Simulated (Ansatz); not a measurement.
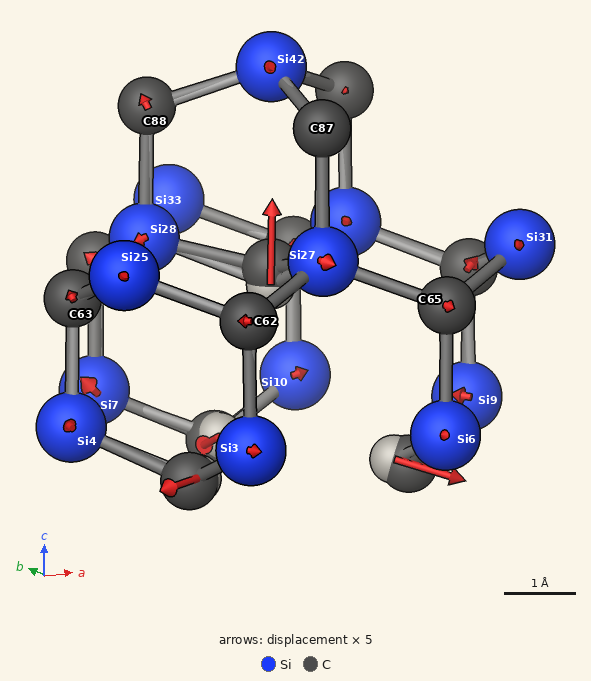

This is a relaxation of a defect cell of composition Si47C48 (cell charge +2). The starting structure is drawn faded, the final one solid; red arrows show the displacements, magnified 5 times.

A ball-and-stick model of the atoms within 4.2 Å of the atom that moves most (axes of the cell of the calculation (origin shifted)), seen from a free direction.

Computed with DFT, PBEsol, PAW, plane waves (Ansatz). Set-up: plane-wave cutoff 420 eV; k-point mesh 1 × 1 × 1; mesh shifted by (0.25, 0.25, 0.25); no spin polarisation; atoms relaxed in a fixed cell; force threshold 0.03 eV/Å; at most 80 steps.

### Which element moves most?

Carbon: up to 0.25 Å, against 0.09 Å for silicon.

### What did the optimiser do to the structure, and how much energy did it gain?

Over 4 geometry steps the energy falls by 1.959 eV per cell of the calculation. Largest force component: 1.9 eV/Å at the start, 0.0083 eV/Å at the end. The atom that moves furthest is a C atom (0.25 Å along +c). By element the largest moves are C 0.25 Å, Si 0.09 Å. The cell stays as it was. Some distances before and after: C–Si 1.920 → 1.842 Å, C–Si 1.851 → 1.912 Å, C–Si 1.930 → 1.870 Å, C–Si 1.902 → 1.850 Å. Among the angles between lasting bonds that change: C–Si–C 111.1° → 100.7°, C–Si–C 109.7° → 101.0°, C–Si–C 109.0° → 101.3°.

Limits of the set-up: the cell is charged, on a uniform background, and energies carry no finite-size correction.
